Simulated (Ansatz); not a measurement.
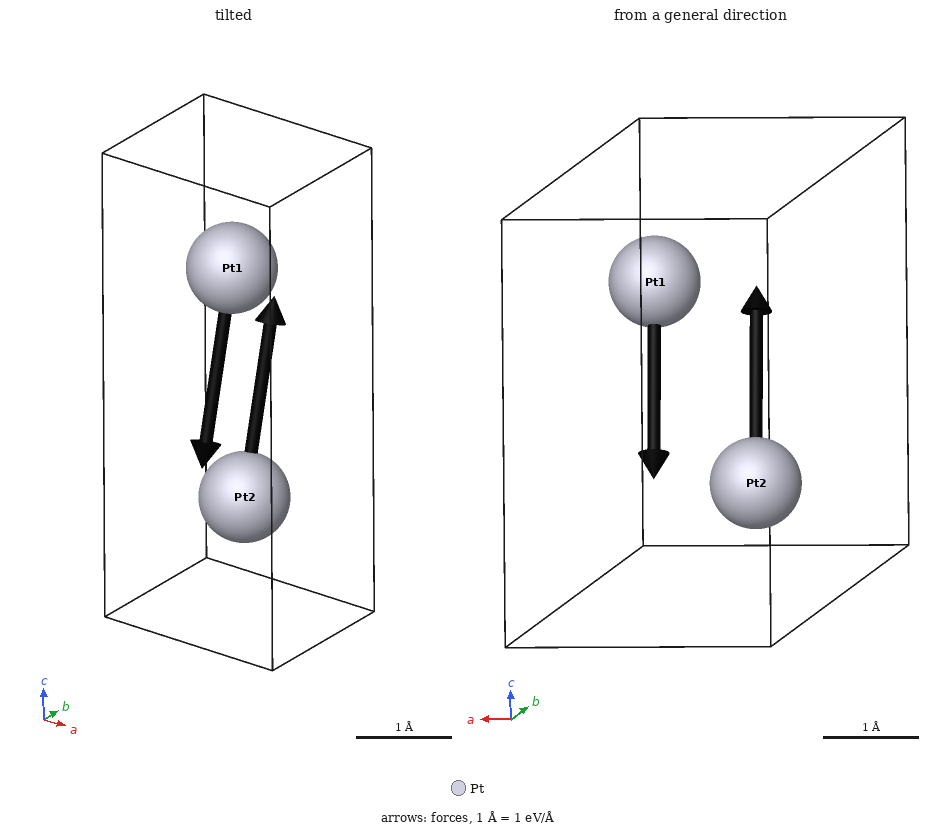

Shown here is a spheres-only view of the crystal, taken slightly off an axis and from a general direction. The lines enclose the cell (the run's own, in a reduced setting); boundary atoms appear with their images. The arrows are the computed forces on the atoms.

System: Pt. Computational set-up: DFT PBEsol, scalar-relativistic, plane waves, PAW (Ansatz 0.2.0), a plane-wave cutoff of 420 eV, k-points about 0.18 Å⁻¹ apart, Gaussian smearing of 0.1 eV, no spin polarisation.

> Is this an equilibrium geometry?

No. The atoms still feel forces of up to about 1.7 eV/Å, far above a usual threshold of 0.01 to 0.03 eV/Å.

> Identify the atom with the maximum force.

Pt1 and Pt2, about 1.7 eV/Å.

The cell started as a structure listed in the Materials Project. The cell was then strained or its atoms displaced on purpose. A calculation with Ansatz used it as input.
